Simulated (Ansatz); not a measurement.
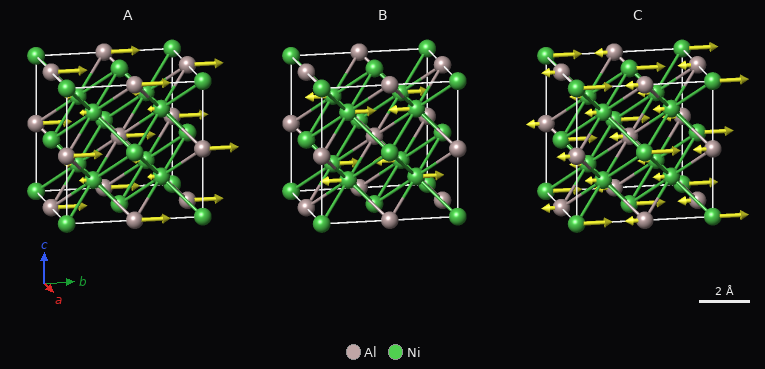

Modes of crystalline AlNi3, space group Fm-3m (No. 225), at the zone centre (one member of each degenerate set). Displacements are drawn as yellow arrows; their common scale and sign are arbitrary. The picture is a ball-and-stick view of the conventional cell (4 times the calculation's cell), seen slightly off an axis. Lengths and directions refer to the drawn axes.

Computed with Ansatz 0.2.0, DFT PBEsol, scalar-relativistic, plane waves, PAW.

### Which are infrared-active and which Raman-active?

A is T₁u, infrared-active by symmetry (334 cm⁻¹). B is T₂g, Raman-active by symmetry (189 cm⁻¹). C is T₁u, infrared-active by symmetry (244 cm⁻¹). The crystal has a centre of inversion, so no mode is both. In a metal the free carriers screen the infrared response.

Limits of the set-up: an element that often carries a moment was run without spin polarisation.
